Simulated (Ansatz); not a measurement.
System: SiC, space group P6_3mc (No. 186).

Starting cell:
```cif
data_structure
_symmetry_space_group_name_H-M 'P 1'
_symmetry_Int_Tables_number 1
_cell_length_a 3.0950
_cell_length_b 3.0950
_cell_length_c 15.1700
_cell_angle_alpha 90.000
_cell_angle_beta 90.000
_cell_angle_gamma 120.000
_cell_volume 125.85
loop_
_atom_site_label
_atom_site_type_symbol
_atom_site_fract_x
_atom_site_fract_y
_atom_site_fract_z
_atom_site_occupancy
Si1 Si 0.66667 0.33333 0.45830 1
Si2 Si 0.33333 0.66667 0.95830 1
Si3 Si 0.66667 0.33333 0.79170 1
Si4 Si 0.33333 0.66667 0.29170 1
Si5 Si 0.00000 0.00000 0.62500 1
Si6 Si 0.00000 0.00000 0.12500 1
C1 C 0.66667 0.33333 0.33330 1
C2 C 0.33333 0.66667 0.83330 1
C3 C 0.66667 0.33333 0.66670 1
C4 C 0.33333 0.66667 0.16670 1
C5 C 0.00000 0.00000 0.50000 1
C6 C 0.00000 0.00000 0.00000 1
```

How it was computed, with Ansatz 0.2.0: plane-wave DFT, no spin polarisation; energies at scaled volumes of the given cell, shape and fractions fixed, counted from the fit's minimum, third-order Birch-Murnaghan fit. Level: PBE.

```json
{"setting": "k mesh", "value": "10×10×2"}
{"setting": "occupations", "value": "Fermi–Dirac"}
{"setting": "smearing width", "value": "0.05 eV"}
{"setting": "potentials", "value": "JTH PAW"}
{"setting": "wave cutoff", "value": "780 eV"}
{"setting": "density cutoff", "value": "6240 eV"}
```

Describe the result: the energy and pressure against volume. The volume takes the values 9.86, 10.07, 10.28, 10.49, 10.70, 10.91, 11.12 Å³/atom.

A third-order Birch–Murnaghan fit gives V0 = 10.47 Å³/atom, B0 = 213 GPa and B′ = 3.9. The energy is 26.48 meV/atom at volume 9.86 Å³/atom and 23.75 meV/atom at 11.12 Å³/atom; the lowest computed point is at volume 10.49 Å³/atom (0.01 meV/atom), and no other minimum shows. The pressure falls from 14.49 GPa at volume 9.86 Å³/atom to −11.26 GPa at 11.12 Å³/atom, and changes sign near 10.47 Å³/atom.

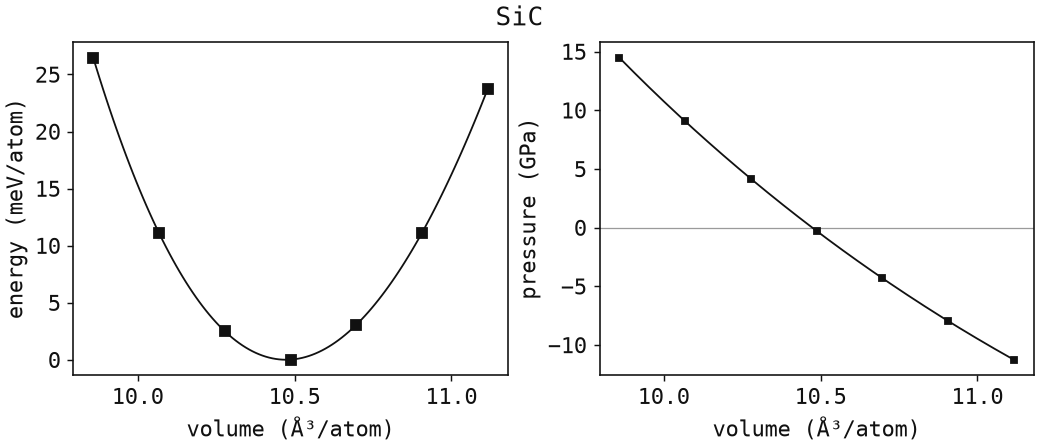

Limits of the calculation: shape and atomic fractions are frozen while scaling, which makes layered, chain and framework solids too stiff.
